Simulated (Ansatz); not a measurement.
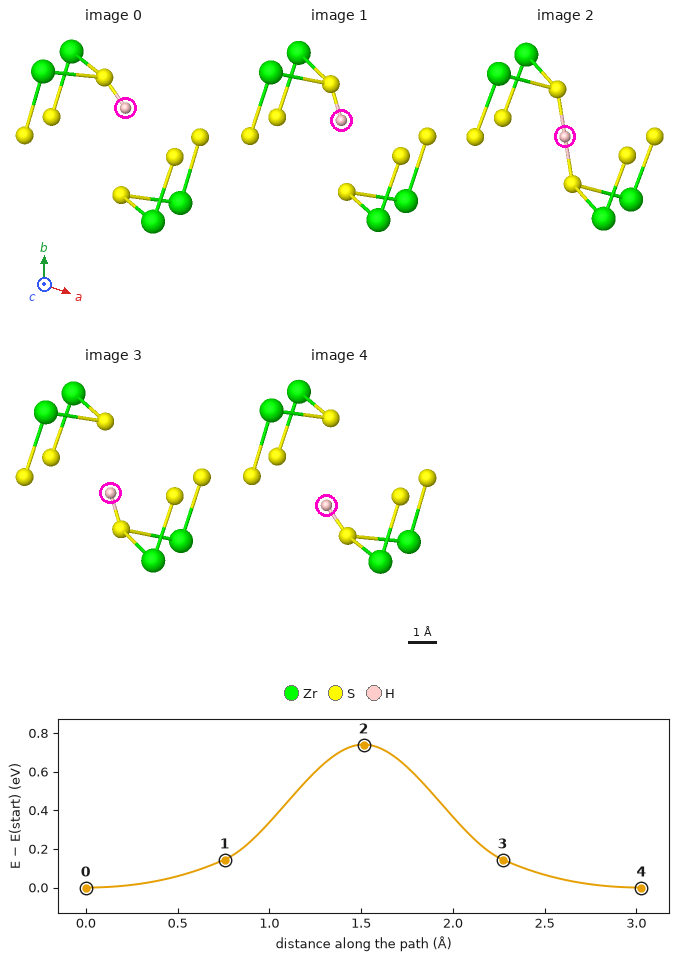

A search for the minimum-energy path of a defect cell of composition Zr8HS16 (cell charge −1) (25 atoms in the cell) by the nudged elastic band. Images are numbered from 0 (start) to 4 (end). Style: ball-and-stick. Shown: the atoms within 4.2 Å of the middle of the path, along the c axis. The moving atom is ringed, with any periodic copies. Bonds to atoms that aren't drawn are left out.

Theory: DFT PBE, scalar-relativistic, plane waves, PAW (Ansatz). Set-up: plane-wave cutoff 420 eV; k-point mesh 2 × 2 × 2; Gaussian smearing 0.02 eV; 3 movable images; climbing image.

**What happens along the path, and what is the barrier?**

The barrier is about 0.74 eV in both directions, with image 2 at the top; the ends have the same energy. The H atom travels furthest, 2.41 Å from end to end, roughly along [−1 −2 −2], on a path that bends up to 0.16 Å away from the straight line. At the highest image its nearest neighbour (S) is 1.78 Å away, against 1.36 Å at the start, and the surrounding atoms stand up to 0.43 Å off the mean of their end positions. Breaking: H–S (1.36 → 3.27 Å). Forming: H–S (3.27 → 1.36 Å). The band is converged.

Limits of the set-up: the cell is charged, on a uniform background, and energies carry no finite-size correction.
